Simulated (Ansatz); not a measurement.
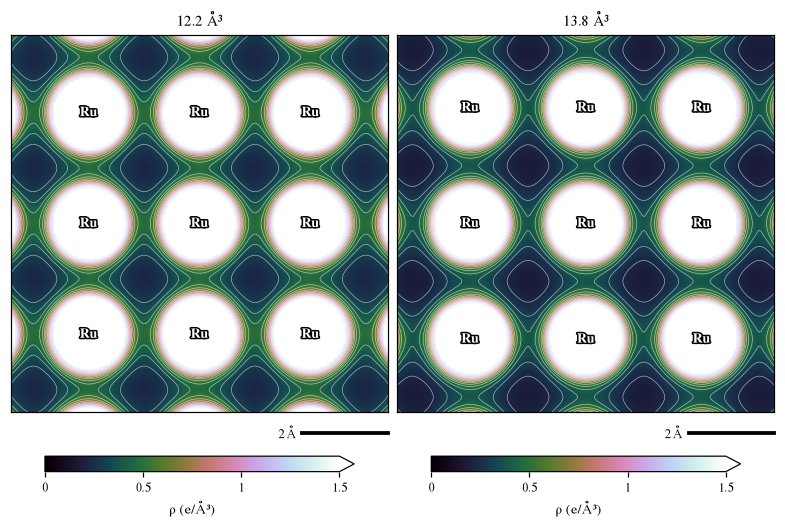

Ru. The valence charge density (pseudo) of cells scaled evenly to different volumes (given per atom above each panel), on the (101) plane of each (indices in the axes of the cell below), at one length scale and on one colour scale.

A generated structure, not necessarily the stable one; the program warned that a starting moment wasn't kept; spin-polarised, but the moments vanished.

Method: DFT, PBE, plane waves (420 eV) with PAW, scalar-relativistic in Ansatz 0.2.0.

Core electrons are frozen (PAW), and the valence fields are smoothed inside the atomic spheres.

The largest cell:

```xyz
1
Lattice="0.0000 1.9057 1.9057 1.9057 0.0000 1.9057 1.9057 1.9057 0.0000" Properties=species:S:1:pos:R:3 pbc="T T T"
Ru    0.0000    0.0000    0.0000
```

| volume (Å³/atom) | Ru–Ru contact in the plane (Å) | ρ at its midpoint (e/Å³) | pressure (GPa) | 
| --- | --- | --- | --- |
| 12.18 | 2.583 | 0.483 | 52.9 | 
| 13.29 | 2.659 | ? | ? | 
| 13.84 | 2.695 | 0.385 | −0.1 | 

### What values belong in the row with question marks?

Over the known rows ln ρ falls by 2.02 per Å of Ru–Ru distance (the line through the two), which gives 0.414 e/Å³ at 2.659 Å; the calculation gives 0.411 e/Å³. For the pressure, a straight line in volume between the neighbouring rows gives 17.5 GPa; the calculation gives 13.7, lower because pressure rises ever faster on compression.
